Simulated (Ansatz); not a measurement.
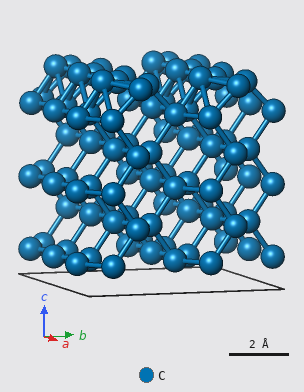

This is the input geometry for a constrained relaxation of a slab of composition C (cut from the Fd-3m phase). The picture is a ball-and-stick view of the 3 × 2 repeat of the cell, outlined in the plane, without the vacuum, seen slightly off an axis.

Case: C put at a hollow C-C-C site. The slab is the (1 1 0) face of C with C on it. 6 atoms are held fixed.

The calculation used Ansatz 0.2.0, DFT PBEsol, scalar-relativistic, plane waves, PAW.

The input:
```yaml
crystal:
  lattice:
    - [2.5129226041, 0.0, 0.0]
    - [0.0, 3.5538092279, 0.0]
    - [0.0, 0.0, 25.2823065103]
  atoms:
    - { symbol: C, position: [0.5, 0.0, 0.3362035025] }
    - { symbol: C, position: [0.0, 0.25, 0.3362035025] }
    - { symbol: C, position: [0.0, 0.5, 0.3859007602] }
    - { symbol: C, position: [0.5, 0.75, 0.3859007602] }
    - { symbol: C, position: [0.5, 0.0, 0.4355980179] }
    - { symbol: C, position: [0.0, 0.25, 0.4355980179] }
    - { symbol: C, position: [0.0, 0.5012213657, 0.4850750696] }
    - { symbol: C, position: [0.5, 0.7487786343, 0.4850750696] }
    - { symbol: C, position: [0.5, 0.0097937661, 0.5360759102] }
    - { symbol: C, position: [0.0, 0.2402062339, 0.5360759102] }
    - { symbol: C, position: [0.0, 0.52961673, 0.5777788144] }
    - { symbol: C, position: [0.5, 0.72038327, 0.5777788144] }
    - { symbol: C, position: [0.5, 0.2598722433, 0.584898418], spin: 2.0 }
basis:
  ecutwfc: 420
kpoints:
  mp_grid: { grid: [11, 8, 1] }
hamiltonian:
  xc: pbesol
scf:
  occupations: { method: gaussian, width: 0.05 }
output:
  forces: true
  eigenvalues: true
  populations: true
  write_density: true
  write_potential: true
  elf: true
  volumetric_format: npy
magnetization:
  spin_polarized: true
relax:
  adjacent_minimum: "off"
  f_tol: 0.03
  max_steps: 70
  constraints: [{ sites: [0, 1, 2, 3, 4, 5] }]
efield:
  axis: 3
  dipole_correction: true
  ramp_width: 0.04
```

Launched with:
```bash
ansatz run input.yaml --threads 1 --pin off --max-ram 2560MiB --backend cpu --events-out ev --progress --plain --runs-dir out
```

Q: What does the optimiser find from here?

A: After 11 accepted moves (12 points after the start) the energy has fallen by 7.846 eV per cell of the calculation. Largest force component: 8.3 eV/Å at the start, 0.0078 eV/Å at the end. The line search rejected the trial step at point 8 of the run. The largest move is that of C13, 1.31 Å at 32° to the normal (+c side). The lattice vectors keep their values. Some distances before and after: C12–C13 1.646 → 2.649 Å, C10–C13 1.763 → 2.755 Å, C9–C13 1.521 → 2.386 Å, C11–C13 1.591 → 2.263 Å. New bonds form, among them: C12–C13 (another periodic image) (1.93 → 1.53 Å). Bonds break, among them: C10–C13 (1.76 → 2.75 Å), C11–C13 (1.59 → 2.26 Å), C12–C13 (1.65 → 2.65 Å), C9–C13 (1.52 → 2.39 Å). Among the angles between lasting bonds that change: C11–C12–C11 123.3° → 108.2°, C7–C10–C11 100.0° → 110.6°, C9–C10–C9 113.8° → 109.4°. The program noted that the starting moments weren't kept. The run may lie on a higher electronic state than the lowest, so the end point isn't shown to be the ground-state structure.

History of the run:

| step | E − E(0), meV/atom | largest force component, eV/Å | note |
| --- | --- | --- | --- |
| 0 | 0.00 | 8.3180 |  |
| 1 | -128.77 | 6.6182 |  |
| 2 | -289.10 | 6.3372 |  |
| 3 | -434.80 | 5.6312 |  |
| 4 | -539.23 | 2.6416 |  |
| 5 | -569.81 | 0.9717 |  |
| 6 | -582.56 | 2.0911 |  |
| 7 | -596.49 | 0.9797 |  |
| 8 | -595.74 | 1.1889 | rejected |
| 9 | -603.02 | 0.2595 |  |
| 10 | -603.53 | 0.1016 |  |
| 11 | -603.56 | 0.0324 |  |
| 12 | -603.56 | 0.0078 |  |

After the run, drawn alike:

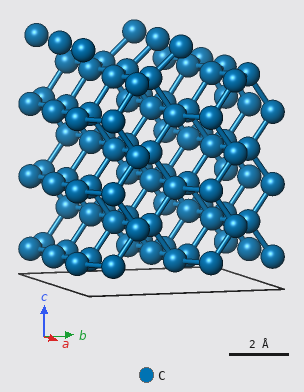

Limits of the set-up: the periodic images lie only 2.5 Å apart, so the values are limited by the cell's size.
